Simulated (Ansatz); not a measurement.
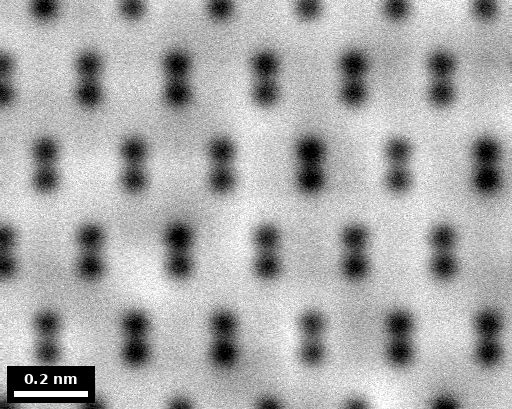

HRTEM-like image of Si (P6_3/mmc, No. 194). Simulated in the weak-phase-object approximation with neutral-atom potentials: 300 kV, Cs = 10 µm, defocus −53 Å (negative is underfocus), defocus spread 12 Å, aperture 1.62 1/Å. Shot noise, a slight drift and the speckle of an amorphous layer were added. Structure used: the end point of a relaxation with DFT, BLYP, plane waves (420 eV) with PAW, scalar-relativistic (Ansatz 0.2.0); the starting structure was generated, so it need not be a known form of this composition.

```
CELL_PARAMETERS angstrom
2.72822 0.00000 0.00000
-1.36411 2.36271 0.00000
0.00000 0.00000 5.14030
ATOMIC_POSITIONS crystal
Si 0.33333 0.66667 0.25000
Si 0.66667 0.33333 0.75000
```

Which beam direction gives this image, [101], [001], [311] or [211]? (Directions equivalent by symmetry count as one.)

Answer. [101]. The projected cells are 2.41 × 2.65 Å, 117° for [101]; 2.73 × 2.73 Å, 120° for [001]; 1.74 × 2.15 Å, 93° for [311]; 2.21 × 2.21 Å, 104° for [211], and the image repeats as the [101] one does.
